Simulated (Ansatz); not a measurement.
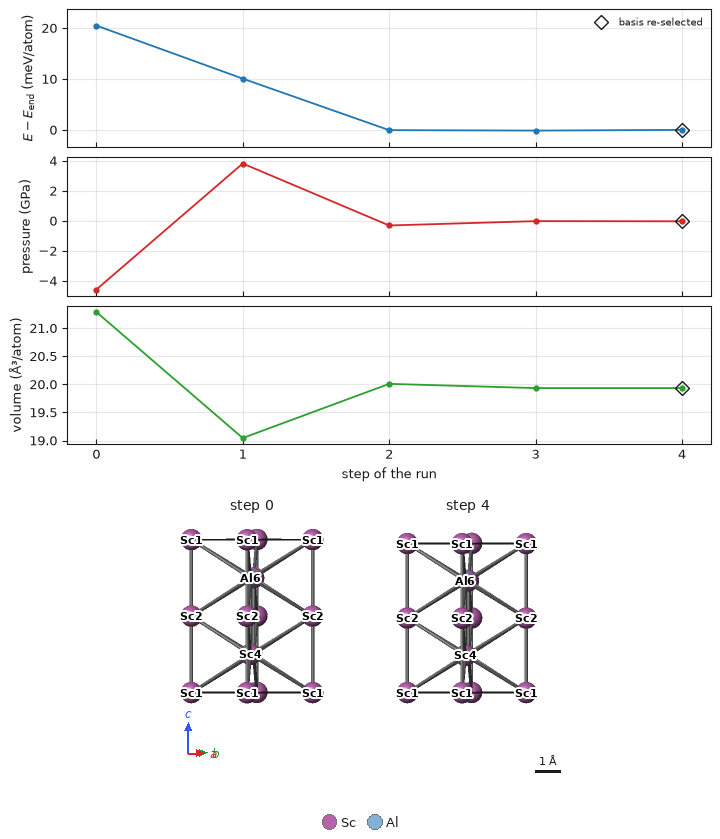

First and last geometry of a relaxation of a crystal of Sc₂Al (set up in P6_3/mmc), with the history of the run. Style: ball-and-stick. Shown: the cell of the calculation, from a free direction.

Case: relaxed functional: LDA.

Theory: DFT LDA, scalar-relativistic, plane waves, PAW (Ansatz). Set-up: plane-wave cutoff 420 eV; k-point mesh 12 × 12 × 6; occupations gaussian; smearing width 0.1 eV; no spin polarisation; cell and atoms relaxed; force threshold 0.01 eV/Å; at most 60 steps.

> What do the curves and the structures tell?

It converged. The atoms keep their places relative to the cell (all moves are under 0.005 Å). The drawn cell changes as follows: a = b 4.893 → 4.796 Å (−2.0 %), c 6.161 → 6.004 Å (−2.6 %); the volume changes by −6.4 %. Near-neighbour distances that change, for instance: Sc–Sc 3.081 → 3.002 Å, Al–Sc 3.081 → 3.002 Å, Al–Sc 3.217 → 3.150 Å, Sc–Sc 3.217 → 3.150 Å. The space group stays P6_3/mmc (No. 194). After 3 accepted moves (4 points after the start) the energy has fallen by 20.5 meV per atom. All forces vanish by symmetry, so only the cell relaxes. The pressure goes from −4.58 to −0.03 GPa. At 1 point the geometry stayed and the basis and grid were re-selected for the new cell (energy shift of 0.1 meV per atom at most each time).

```csv
step,"E − E(0), meV/atom","pressure, GPa","volume, Å³/atom",note
0,0.00,-4.58,21.288,
1,-10.42,3.82,19.045,
2,-20.54,-0.31,20.009,
3,-20.63,-0.02,19.934,
4,-20.49,-0.03,19.934,"same geometry, new basis"
```
